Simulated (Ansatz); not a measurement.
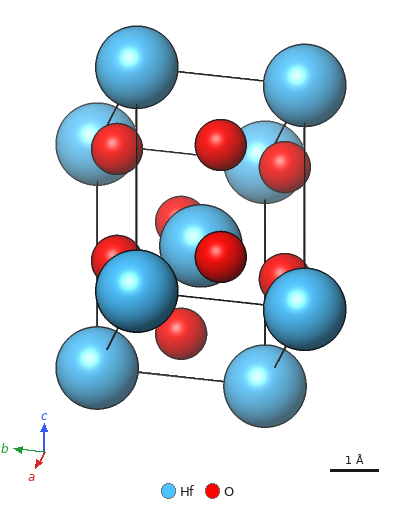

We look at a spheres-only model of the crystal from a general direction. Lines trace the edges of the conventional unit cell.

HfO2, space group Pmm2 (No. 25), a = 3.60 Å, b = 3.60 Å, c = 5.26 Å, α = 90.00°, β = 90.00°, γ = 90.00°.

Calculation details: DFT PBE, scalar-relativistic, plane waves, PAW in Ansatz 0.2.0; wavefunction cutoff 420 eV, k-points on a 6×6×4 grid, Gaussian smearing of 0.05 eV, no spin polarisation.

Question: What is the band gap, if any?

Answer: A semiconductor at this level, with a gap of 2.55 eV on the k-mesh (the true edges may lie between mesh points, so the gap can be somewhat smaller).

Question: Which way would the volume go on relaxing?

Answer: The computed pressure is 11.1 GPa (compressed: it would expand). The stress isn't hydrostatic: its largest component is 38.4 GPa.

Provenance: a structure listed in the Materials Project. The cell was then strained or its atoms displaced on purpose. Ansatz was used for an electronic-structure calculation on it.

At this level of theory the run's own cell isn't at rest (compressed, at 11 GPa and forces up to 8.9 eV/Å), so its distances can differ from those at equilibrium, the more so the softer the solid.
